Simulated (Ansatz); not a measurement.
# Energy of AlCo along an even scaling of the cell

System: AlCo (2 atoms in the cell).
Method: Kohn-Sham DFT of a periodic cell, PBEsol with D3(BJ), all-electron LAPW, scalar-relativistic, spin-polarised (Ansatz 0.2.0).

The 7 runs differ only in the geometry, by an even scaling of the cell at fixed fractional positions. The structure derives from a Materials Project entry.

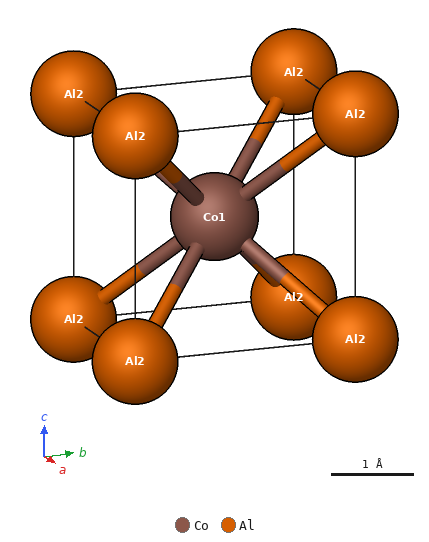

Figure 1. The structure of run 4 (ball-and-stick view of the cell of the calculation, seen slightly off an axis; atoms are numbered from 1 in the order of the input). An atom can appear more than once, as a periodic image.

## Input of run 4
```yaml
crystal:
  lattice:
    - [2.823896, -0.007087, 0.004059]
    - [-0.007087, 2.813157, 0.064131]
    - [0.004059, 0.064131, 2.822654]
  atoms:
    - { symbol: Co, position: [0.5, 0.5, 0.5], spin: 2.0 }
    - { symbol: Al, position: [0.0, 0.0, 0.0] }
kpoints:
  mp_grid: { grid: [9, 9, 9] }
scf:
  occupations: { method: fermi_dirac, width: 0.02 }
hamiltonian:
  xc: pbesol
  dispersion: d3bj
  pseudopotentials: { kind: all_electron, lapw: { basis_error: 0.001 } }
magnetization:
  spin_polarized: true
output:
  forces: true
  stress: true
  eigenvalues: true
```

Command:
```bash
ansatz run input.yaml --threads 2 --pin off --max-ram 6144MiB --backend cpu --events-out ev --progress --plain --runs-dir out
```

Lattice vectors (Å) and fractional positions of run 4:
```
   2.823896   -0.007087    0.004059
  -0.007087    2.813157    0.064131
   0.004059    0.064131    2.822654
Co  0.500000  0.500000  0.500000
Al  0.000000  0.000000  0.000000
```

Run 5 differs from it as follows:
```diff
-    - [2.823896, -0.007087, 0.004059]
-    - [-0.007087, 2.813157, 0.064131]
-    - [0.004059, 0.064131, 2.822654]
+    - [2.842597843, -0.0071339351, 0.0040858816]
+    - [-0.0071339351, 2.8317877218, 0.064555721]
+    - [0.0040858816, 0.064555721, 2.8413476176]
```

## Results, with one run withheld

| run | volume per atom (Å³) | free energy per atom, from the lowest run given (meV) | pressure (GPa) |
| --- | --- | --- | --- |
| 1 | 10.533 | 9.02 | 7.97 |
| 2 | 10.758 | 1.31 | 3.15 |
| 3 | 10.982 | 0.00 | −1.19 |
| 4 | 11.206 | 4.44 | −5.08 |
| 5 | 11.430 | ? | ? |
| 6 | 11.654 | 28.26 | −11.72 |
| 7 | 11.878 | 46.66 | −14.54 |

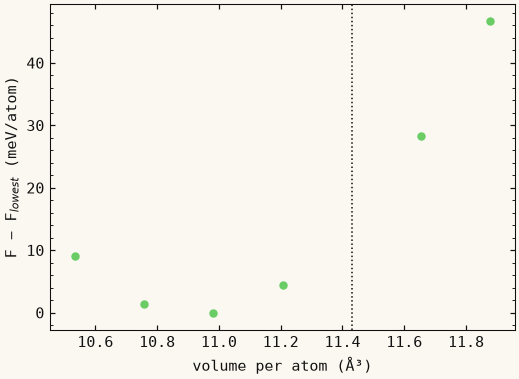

Figure 2. Free energy per atom of the runs given; the dotted line marks run 5.

Fit the runs given and predict run 5.

A cubic polynomial in V^(−2/3) (the Birch–Murnaghan form), fitted to the 6 runs given, misses them by at most 0.01 meV per atom. With x = V^(−2/3) − 0.20034 Å⁻², it reads F = 2.8758 − 2177.6 x + 3.8066e+05 x² + 1.5879e+05 x³ (meV per atom). At run 5 it gives 14.03 meV per atom, and the run itself gives 14.02. The slope of the fit gives a pressure −dF/dV of −8.58 GPa there, and the run prints −8.58 GPa. The fit has its minimum at 10.918 Å³ per atom, where V d²F/dV² gives 206 GPa. Cell shape and fractional positions are held, so this is the stiffness under even scaling; the relaxed bulk modulus wasn't computed.

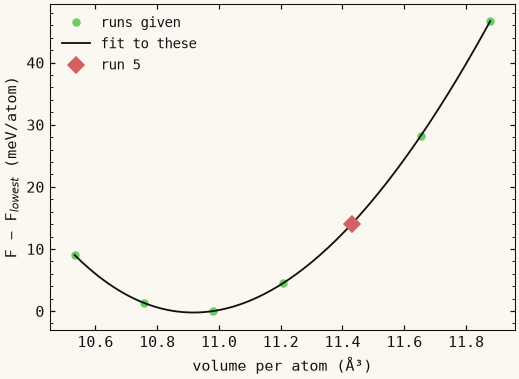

Figure 3. The fit and the withheld run.

## Output, shortened to warnings, some set-up lines, iterations and results (run 5)
```
WARN: the starting moments were not kept: the SCF closed with an absolute magnetisation of 1.2e-6 μB, where they sum to 2 μB in size (1 site). That is at most 0.1 of that sum. Measured as dr2_m measures the in/out step, that magnetisation stands 1.5e-13 eV from none, at or under the dr2_threshold of 1.0e-7 eV: it is no larger than a step whose dr2_m would equal this threshold. The system may hold …
Basis set: ecut = 276.46376236251433 eV, 251 PW (Γ), exchange–correlation at level 2
Symmetry: 2 space group operations
k-points: 365 of 729
Initial density: superposition of atomic densities (chi_scale 0.1, normalization cell)
[...]
SCF iter   1: F=—  HF=-44481.396644 eV  |F-HF|=—  |Δ(HF+E_count)|=         —  Δρ=6.38e-2 (↑4.49e-2 ↓6.38e-2)  dr2=4.14e-1  dr2_m=5.77e-1  M=0.307 μB ∫|m|=0.481 μB  β_m=0.30  …
SCF iter   2: F=—  HF=-44481.312583 eV  |F-HF|=—  |Δ(HF+E_count)|=   8.41e-2  Δρ=5.07e-2 (↑3.86e-2 ↓5.07e-2)  dr2=2.10e-1  dr2_m=3.94e-1  M=0.117 μB ∫|m|=0.288 μB  β_m=0.50  …
SCF iter   3: F=—  HF=-44481.936926 eV  |F-HF|=—  |Δ(HF+E_count)|=   6.24e-1  Δρ=2.36e-2 (↑2.36e-2 ↓2.25e-2)  dr2=6.74e-1  dr2_m=7.69e-4  M=-0.004 μB ∫|m|=0.030 μB  β_m=0.44  …
SCF iter   4: F=—  HF=-44481.047381 eV  |F-HF|=—  |Δ(HF+E_count)|=   8.90e-1  Δρ=1.56e-2 (↑1.34e-2 ↓1.56e-2)  dr2=2.21e-3  dr2_m=4.31e-2  M=-0.016 μB ∫|m|=0.019 μB  β_m=0.45  …
SCF iter   5: F=—  HF=-44481.033183 eV  |F-HF|=—  |Δ(HF+E_count)|=         —  Δρ=1.41e-3 (↑1.41e-3 ↓1.39e-3)  dr2=1.58e-3  dr2_m=8.38e-5  M=0.006 μB ∫|m|=0.037 μB  β_m=0.65  …
SCF iter   6: F=—  HF=-44481.035583 eV  |F-HF|=—  |Δ(HF+E_count)|=   2.40e-3  Δρ=4.35e-4 (↑4.35e-4 ↓2.41e-4)  dr2=3.97e-5  dr2_m=1.16e-5  M=0.002 μB ∫|m|=0.013 μB  β_m=0.75  …
SCF iter   7: F=—  HF=-44481.035808 eV  |F-HF|=—  |Δ(HF+E_count)|=   2.25e-4  Δρ=1.57e-4 (↑1.57e-4 ↓9.44e-5)  dr2=1.19e-6  dr2_m=3.31e-6  M=0.001 μB ∫|m|=0.005 μB  β_m=0.86  …
SCF iter   8: F=—  HF=-44481.035817 eV  |F-HF|=—  |Δ(HF+E_count)|=   9.23e-6  Δρ=5.87e-5 (↑3.77e-5 ↓5.87e-5)  dr2=1.91e-7  dr2_m=4.78e-7  M=0.000 μB ∫|m|=0.002 μB  β_m=0.89  …
SCF iter   9: F=—  HF=-44481.035817 eV  |F-HF|=—  |Δ(HF+E_count)|=   1.06e-7  Δρ=1.01e-5 (↑2.89e-6 ↓1.01e-5)  dr2=1.65e-8  dr2_m=7.79e-9  M=0.000 μB ∫|m|=0.000 μB  β_m=0.95  …
SCF iter  10: F=—  HF=-44481.035817 eV  |F-HF|=—  |Δ(HF+E_count)|=   4.09e-8  Δρ=7.49e-7 (↑7.49e-7 ↓6.65e-7)  dr2=2.16e-10  dr2_m=6.77e-11  M=0.000 μB ∫|m|=0.000 μB  β_m=0.94 …
SCF iter  11: F=—  HF=-44481.035817 eV  |F-HF|=—  |Δ(HF+E_count)|=  7.28e-12  Δρ=1.75e-7 (↑1.63e-7 ↓1.75e-7)  dr2=3.19e-11  dr2_m=1.09e-12  M=0.000 μB ∫|m|=0.000 μB  β_m=0.89 …
SCF iter  12: F=-44481.035817 eV  HF=-44481.035817 eV  |F-HF|=1.09e-10  |Δ(HF+E_count)|=  4.37e-11  Δρ=1.09e-7 (↑1.01e-7 ↓1.09e-7)  dr2=1.24e-11  dr2_m=4.16e-14  M=0.000 μB …
SCF 1 converged in 12 iterations: F = -44481.035817 eV  dr2 = 1.24e-11
WARN: the starting moments were not kept: the SCF closed with an absolute magnetisation of 1.2e-6 μB, where they sum to 2 μB in size (1 site). That is at most 0.1 of that sum. Measured as dr2_m measures the in/out step, that magnetisation stands 1.5e-13 eV from none, at or under the dr2_threshold …
SCF converged after 12 iterations
Magnetization: 0.0000 μB (14.0000 up, 14.0000 down)
Absolute magnetization: 0.0000 μB (∫|ρ↑−ρ↓|)
Spin contamination: 0.0000 ħ² per cell (⟨S²⟩ above its minimum at these occupations)
Per-site moments (μB) at R_I (Å): [(7.813343465556954e-7, 1.3036149763230835), (-4.6051217061915395e-8, 1.1110662040111177)]
Free energy (F): -44481.035817 eV
Harris-Foulkes:  -44481.035817 eV  (|F-HF|=1.09e-10)
Internal energy: -44481.035253 eV  (E = F + TS)
E sigma→0 (E₀):  -44481.035535 eV
Entropy (-TS):   -0.000564 eV (-0.282 meV/atom)
Fermi energy:    16.084700 eV
--- Per-component energies (eV) ---
  E_band       = -708.772730
  E_kinetic    = 45049.874213
  E_xc         = -2087.180055
  E_electrostatic = -87442.915214  (all electrons and nuclei)
  E_disp       = -0.814197  (pairwise vdW)
  E_smearing   = -0.000564  (= −TS)
  E_closure    = 0.000000  (closes the sum)
  E_atoms      = -44465.928208  (free atoms, spherical and without spin; not in F)
[...]
```

The program warns: some starting moments were not kept.
